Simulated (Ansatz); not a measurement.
**MoS$_{2}$: geometry relaxation (part 2 of 2)**

Continued. System: MoS$_{2}$ (R3m, 3 atoms in the cell). Method: DFT PBE+D3(BJ), scalar-relativistic, plane waves, PAW, no spin polarisation (Ansatz 0.2.0); cutoff 420 eV, 6×6×6 k-mesh, Gaussian smearing of 0.1 eV. The structure derives from an entry of the Crystallography Open Database.

Geometry of the input (Å; fractional positions):
```
1.5815  0.9131  6.1233
-1.5815  0.9131  6.1233
0.0000  -1.8262  6.1233
Mo 0.0000  0.0000  0.0000
S  0.7484  0.7484  0.7484
S  0.5849  0.5849  0.5849
```

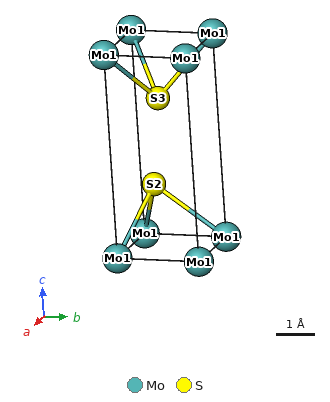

Fig. 1: The geometry at step 2 of the log (ball-and-stick view of the reduced cell, seen slightly off an axis; atoms are numbered from 1 in the order of the input).

Log, continued
```
SCF iter   1: F=—  HF=-6764.061548 eV  |F-HF|=—  |Δ(HF+E_count)|=         —  Δρ=7.63e-3  dr2=5.35e-2  ethr=2.04e-4  ⟨swp⟩=1.0  Hψ=3277  notcnv=0
preconditioner: auto → none  [insulator: Δε(μ)=0.857 eV  Ē_g=8.170 eV  σ=0.100 eV  W_gap=1.00  n_scr=16 (ndim 8)  ℏωp=21.9 eV  f_vac=0.014  D(μ)=0.00/eV (n_scr^D=0)  ε∞_Penn≈8.2]
SCF iter   2: F=—  HF=-6764.063931 eV  |F-HF|=—  |Δ(HF+E_count)|=   2.38e-3  Δρ=8.06e-3  dr2=1.07e-1  ethr=2.04e-4  ⟨swp⟩=2.0  Hψ=896  notcnv=0
SCF iter   3: F=—  HF=-6764.051697 eV  |F-HF|=—  |Δ(HF+E_count)|=   1.22e-2  Δρ=3.93e-3  dr2=1.62e-2  ethr=2.04e-4  ⟨swp⟩=2.0  Hψ=904  notcnv=0
SCF iter   4: F=—  HF=-6764.049731 eV  |F-HF|=—  |Δ(HF+E_count)|=   1.97e-3  Δρ=1.69e-3  dr2=1.15e-3  ethr=6.22e-5  ⟨swp⟩=1.1  Hψ=747  notcnv=0
SCF iter   5: F=—  HF=-6764.049773 eV  |F-HF|=—  |Δ(HF+E_count)|=   4.24e-5  Δρ=3.14e-4  dr2=2.46e-5  ethr=4.41e-6  ⟨swp⟩=2.4  Hψ=739  notcnv=0
SCF iter   6: F=—  HF=-6764.049787 eV  |F-HF|=—  |Δ(HF+E_count)|=   1.41e-5  Δρ=8.96e-5  dr2=1.27e-5  ethr=9.48e-8  ⟨swp⟩=2.4  Hψ=842  notcnv=0
SCF iter   7: F=—  HF=-6764.049784 eV  |F-HF|=—  |Δ(HF+E_count)|=   3.29e-6  Δρ=2.87e-5  dr2=8.48e-7  ethr=4.88e-8  ⟨swp⟩=2.0  Hψ=720  notcnv=0
SCF iter   8: F=—  HF=-6764.049785 eV  |F-HF|=—  |Δ(HF+E_count)|=   8.03e-7  Δρ=1.10e-5  dr2=4.20e-8  ethr=3.26e-9  ⟨swp⟩=2.2  Hψ=722  notcnv=0
SCF iter   9: F=-6764.049785 eV  HF=-6764.049785 eV  |F-HF|=4.37e-11  |Δ(HF+E_count)|=   1.43e-8  Δρ=1.76e-6  dr2=1.09e-9  ethr=1.15e-11  ⟨swp⟩=3.9  Hψ=2432  notcnv=0
SCF 3 converged in 9 iterations: F = -6764.049785 eV  dr2 = 1.09e-9
relax step   3: F+E_penalty+E_count = -6764.04978496 eV  Δ(F+E_penalty+E_count) = -8.263e-2 eV  max|allowed force component| = 1.039e-1 eV/Å  Δτ_max = 0.0930 Å  P = -0.867 GPa  Ω = 51.970 Å³  energy of the carried Pulay correction = +1.324e-4 eV  (9 SCF iters, accepted)
Crystal: 3 atoms, lattice volume = 51.667 Å³
iter 1 solved again at ethr=5.41e-7 eV; its pass at ethr=3.10e-3 eV (dr2=1.41e-4 eV) is discarded
SCF iter   1: F=—  HF=-6764.050750 eV  |F-HF|=—  |Δ(HF+E_count)|=         —  Δρ=4.41e-4  dr2=1.26e-4  ethr=5.41e-7  ⟨swp⟩=3.2  Hψ=3599  notcnv=0
preconditioner: auto → none  [insulator: Δε(μ)=0.791 eV  Ē_g=8.203 eV  σ=0.100 eV  W_gap=1.00  n_scr=16 (ndim 8)  ℏωp=21.9 eV  f_vac=0.008  D(μ)=0.00/eV (n_scr^D=0)  ε∞_Penn≈8.1]
SCF iter   2: F=—  HF=-6764.050727 eV  |F-HF|=—  |Δ(HF+E_count)|=   2.29e-5  Δρ=1.88e-4  dr2=2.42e-5  ethr=4.83e-7  ⟨swp⟩=2.0  Hψ=782  notcnv=0
SCF iter   3: F=—  HF=-6764.050725 eV  |F-HF|=—  |Δ(HF+E_count)|=   1.69e-6  Δρ=1.03e-4  dr2=4.14e-6  ethr=9.31e-8  ⟨swp⟩=2.3  Hψ=748  notcnv=0
iter 4 did not close the SCF: its close was put off for the readings that it lacked (scf_convergence_deferred on its scf_iter line)
SCF iter   4: F=-6764.050725 eV  HF=-6764.050725 eV  |F-HF|=1.22e-7  |Δ(HF+E_count)|=   4.03e-7  Δρ=1.56e-5  dr2=1.97e-7  ethr=1.59e-8  ⟨swp⟩=2.2  Hψ=820  notcnv=0
iter 5 did not close the SCF: its close was put off for the readings that it lacked (scf_convergence_deferred on its scf_iter line)
SCF iter   5: F=-6764.050725 eV  HF=-6764.050725 eV  |F-HF|=3.63e-10  |Δ(HF+E_count)|=   4.69e-9  Δρ=2.48e-6  dr2=2.10e-9  ethr=7.57e-10  ⟨swp⟩=2.0  Hψ=759  notcnv=0
SCF iter   6: F=-6764.050725 eV  HF=-6764.050725 eV  |F-HF|=7.28e-12  |Δ(HF+E_count)|=   1.62e-9  Δρ=3.33e-7  dr2=2.94e-11  ethr=8.08e-12  ⟨swp⟩=1.1  Hψ=1602  notcnv=0
SCF 4 converged in 6 iterations: F = -6764.050725 eV  dr2 = 2.94e-11
relax step   4: F+E_penalty+E_count = -6764.05072538 eV  Δ(F+E_penalty+E_count) = -9.404e-4 eV  max|allowed force component| = 1.051e-2 eV/Å  Δτ_max = 0.0020 Å  P = -0.119 GPa  Ω = 51.667 Å³  energy of the carried Pulay correction = +1.699e-4 eV  (6 SCF iters, dr2 threshold 3.00e-7 eV, accepted)
Initial wavefunctions: pseudopotential atomic-orbital guess (no wavefunctions were taken with the density)
iter 1 solved again at ethr=2.00e-7 eV; its pass at ethr=3.10e-3 eV (dr2=5.20e-5 eV) is discarded
SCF iter   1: F=—  HF=-6764.050558 eV  |F-HF|=—  |Δ(HF+E_count)|=         —  Δρ=4.12e-5  dr2=1.23e-7  ethr=2.00e-7  ⟨swp⟩=3.0  Hψ=4465  notcnv=0
preconditioner: auto → none  [insulator: Δε(μ)=0.792 eV  Ē_g=8.202 eV  σ=0.100 eV  W_gap=1.00  n_scr=16 (ndim 8)  ℏωp=21.9 eV  f_vac=0.008  D(μ)=0.00/eV (n_scr^D=0)  ε∞_Penn≈8.1]
SCF iter   2: F=—  HF=-6764.050559 eV  |F-HF|=—  |Δ(HF+E_count)|=   6.28e-7  Δρ=1.99e-5  dr2=2.68e-8  ethr=4.74e-10  ⟨swp⟩=2.1  Hψ=961  notcnv=0
SCF iter   3: F=—  HF=-6764.050559 eV  |F-HF|=—  |Δ(HF+E_count)|=   2.89e-8  Δρ=3.03e-6  dr2=7.37e-9  ethr=1.03e-10  ⟨swp⟩=2.0  Hψ=960  notcnv=0
iter 4 did not close the SCF: its close was put off for the readings that it lacked (scf_convergence_deferred on its scf_iter line)
SCF iter   4: F=-6764.050559 eV  HF=-6764.050559 eV  |F-HF|=1.29e-10  |Δ(HF+E_count)|=   1.51e-9  Δρ=1.02e-6  dr2=1.20e-10  ethr=2.83e-11  ⟨swp⟩=2.0  Hψ=768  notcnv=0
iter 5 did not close the SCF: its close was put off for the readings that it lacked (scf_convergence_deferred on its scf_iter line)
SCF iter   5: F=-6764.050559 eV  HF=-6764.050559 eV  |F-HF|=7.28e-12  |Δ(HF+E_count)|=  1.48e-10  Δρ=2.62e-7  dr2=2.45e-11  ethr=1.00e-12  ⟨swp⟩=1.1  Hψ=584  notcnv=0
SCF iter   6: F=-6764.050559 eV  HF=-6764.050559 eV  |F-HF|=9.09e-13  |Δ(HF+E_count)|=  8.19e-12  Δρ=2.75e-8  dr2=3.57e-13  ethr=1.00e-12  ⟨swp⟩=2.0  Hψ=1496  notcnv=0
SCF 5 converged in 6 iterations: F = -6764.050559 eV  dr2 = 3.57e-13
relax step   5: F+E_penalty+E_count = -6764.05055862 eV  Δ(F+E_penalty+E_count) = +1.668e-4 eV  max|allowed force component| = 1.046e-2 eV/Å  Δτ_max = 0.0000 Å  P = -0.119 GPa  Ω = 51.667 Å³  stress off target by 1.42e-1 GPa  SCF on the basis re-selected at this cell (its energy is not comparable with the rows above)  (6 SCF iters)
basis re-selected at this cell: Δ(F+E_penalty+E_count) = +1.668e-4 eV, ΔP = -0.000 GPa vs the last step (what re-selecting the basis moved, of the pressure what is left beyond the Pulay correction that the steps carried, after the strain that the cell walked since its last selection, with what the two solves' SCF thresholds leave and, on support functions, any second-order correction that the steps lacked; it is no measure of the basis error at this ecutwfc). This SCF's stress stands 1.42e-1 GPa from its target on what of the cell is left free (relax.cell.stress_tol is 5.00e-1 GPa) and its largest allowed force component is 1.05e-2 eV/Å (relax.f_tol is 5.00e-2 eV/Å): within both
SCF converged after 6 iterations
Free energy (F): -6764.050559 eV
Harris-Foulkes:  -6764.050559 eV  (|F-HF|=9.09e-13)
Internal energy: -6764.050559 eV  (E = F + TS)
E sigma→0 (E₀):  -6764.050559 eV
Fermi energy:    12.005753 eV
--- Per-component energies (eV) ---
  E_band       = -141.164379
  E_kinetic    = 657.181262
  E_local      = -1851.908954  (includes V_loc(G=0)·N_el)
  E_nonlocal   = 199.298867
  E_hartree    = 706.702509
  E_xc         = -379.017214
  E_vxc        = -405.718515  (∫ρ·V_xc dr)
  E_paw        = -4401.594149  (= ΣΔE_a)
  E_vpaw       = -153.422076  (= ΣTr[D̂ρ^β])
  E_aug_tail   = 0.000040  (compensation charges beyond the density's cutoff)
  E_ewald      = -1693.392881
  E_disp       = -1.320039  (pairwise vdW)
  E_smearing   = -0.000000  (= −TS)
  E_closure    = -0.000000  (closes the sum)
  Σ components = -6764.050559   (vs F -6764.050559, Δ=0.00e0)
--- Forces (eV/Å), atoms counted from 1 ---
  atom   1  Mo     0.00000000     0.00000000     0.00083985
  atom   2  S     -0.00000000     0.00000000    -0.01046257
  atom   3  S      0.00000000    -0.00000000     0.00962250
  max |Σ_I F_I| component: 2.16e-7 eV/Å
--- Stress (GPa, compression-positive) ---
       -0.107491       0.000000      -0.000000
        0.000000      -0.107491      -0.000000
       -0.000000      -0.000000      -0.141754
  P = ⅓ Tr σ = -0.1189 GPa (-1.189 kbar)
--- Band table (eV; the first three rows and the last of 32) ---
  k-point 0: bands = ["-49.9968", "-24.1603", "-23.9142", "-23.9142", "-3.5881", "-1.7911", "4.4531", "8.2371", "8.2371", "9.3265", "9.3265", "10.2666", "10.5301", "13.5644", "13.5644", "13.9816", "13.9816"]
  k-point 1: bands = ["-49.9862", "-24.1396", "-24.0188", "-23.9380", "-3.1653", "-1.6660", "4.9206", "7.4514", "8.2364", "8.6638", "8.7499", "10.1851", "10.4772", "12.9938", "13.6035", "13.7085", "14.1410"]
  k-point 2: bands = ["-49.9650", "-24.2229", "-24.0979", "-23.9852", "-2.1614", "-1.3758", "5.2447", "6.4794", "6.8985", "7.9120", "9.4908", "9.5746", "9.7783", "12.9466", "13.1978", "14.6918", "14.7468"]
  k-point 31: bands = ["-49.9968", "-24.1605", "-23.9143", "-23.9143", "-3.2151", "-2.3951", "5.7207", "7.8274", "8.2137", "8.2137", "9.3715", "9.3715", "11.6207", "13.6976", "13.6976", "13.7934", "13.7934"]
--- Relaxed structure (4 steps of the walk, 3 accepted, 1 SCFs on fresh bases) ---
  F+E_penalty+E_count = -6764.05055862 eV   max|allowed force component| = 1.046e-2 eV/Å   (the final SCF, on the basis selected at the relaxed cell)
  cell:  # Å, volume = 51.6666 Å³
    - [1.57676229627665, 0.9103441362033766, 5.99910406264439]
    - [-1.57676229627665, 0.9103441362033766, 5.99910406264439]
    - [-1.279859058904797e-17, -1.8206882724067532, 5.99910406264439]
  atoms:
    - { symbol: Mo, position: [1.6595507121952497e-5, 1.6595507121952476e-5, 1.6595507121952487e-5] }
    - { symbol: S, position: [0.7535551420570903, 0.7535551420570903, 0.7535551420570903] }
    - { symbol: S, position: [0.5797282624357878, 0.5797282624357878, 0.5797282624357878] }
```

Trajectory as extended XYZ (Å, eV, eV/Å), 5 frames, from step=1 to step=5
```
3
Lattice="1.5815 0.9131 6.1233 -1.5815 0.9131 6.1233 0.0000 -1.8262 6.1233" Properties=species:S:1:pos:R:3:forces:R:3 step=1 energy=-6763.96716 pressure_GPa=5.29
Mo    0.0000    0.0000    0.0000    0.0000   0.0000  -0.0017
S     0.0000    0.0000   13.7481    0.0000   0.0000   1.3024
S     0.0000    0.0000   10.7446    0.0000   0.0000  -1.3006
3
Lattice="1.5384 0.8882 5.8948 -1.5384 0.8882 5.8948 0.0000 -1.7764 5.8948" Properties=species:S:1:pos:R:3:forces:R:3 step=2 energy=-6763.95414 pressure_GPa=2.07 accepted=F
Mo    0.0000    0.0000    0.0000    0.0000   0.0000   0.0452
S     0.0000    0.0000   13.4141    0.0000   0.0000  -0.8201
S     0.0000    0.0000   10.1644    0.0000   0.0000   0.7749
3
Lattice="1.5781 0.9111 6.0239 -1.5781 0.9111 6.0239 0.0000 -1.8223 6.0239" Properties=species:S:1:pos:R:3:forces:R:3 step=3 energy=-6764.04979 pressure_GPa=-0.87
Mo    0.0000    0.0000    0.0003    0.0000   0.0000  -0.0010
S     0.0000    0.0000   13.6159    0.0000   0.0000  -0.1029
S     0.0000    0.0000   10.4786    0.0000   0.0000   0.1039
3
Lattice="1.5768 0.9103 5.9991 -1.5768 0.9103 5.9991 0.0000 -1.8207 5.9991" Properties=species:S:1:pos:R:3:forces:R:3 step=4 energy=-6764.05073 pressure_GPa=-0.12
Mo    0.0000    0.0000    0.0003    0.0000   0.0000   0.0008
S     0.0000    0.0000   13.5620    0.0000   0.0000  -0.0105
S     0.0000    0.0000   10.4336    0.0000   0.0000   0.0097
3
Lattice="1.5768 0.9103 5.9991 -1.5768 0.9103 5.9991 0.0000 -1.8207 5.9991" Properties=species:S:1:pos:R:3:forces:R:3 step=5 energy=-6764.05056 pressure_GPa=-0.12
Mo    0.0000    0.0000    0.0003    0.0000   0.0000   0.0008
S     0.0000    0.0000   13.5620    0.0000   0.0000  -0.0105
S     0.0000    0.0000   10.4336    0.0000   0.0000   0.0096
```

Key numbers

| quantity | value |
| --- | --- |
| outcome | converged |
| space group (tolerance 0.01 Å) | R3m (160) |
| electrons treated | 26 |
| free energy | −6764.0506 eV |
| Fermi energy | 12.006 eV |
| gap on the k-point mesh | 0.79 eV |
| pressure | −0.12 GPa |
| final volume | 51.67 Å³ |
| largest force (length of the vector) at the end | 0.010 eV/Å |
| final cell | a = 6.269 Å, b = 6.269 Å, c = 6.269 Å, α = 29.13°, β = 29.13°, γ = 29.13° |
| hardware | 4 threads of Intel Xeon (Granite Rapids), 64 GiB of memory available, shared host |
| wall time | 2.8 s (CPU time 9.4 s) |
| peak memory | 0.41 GiB |
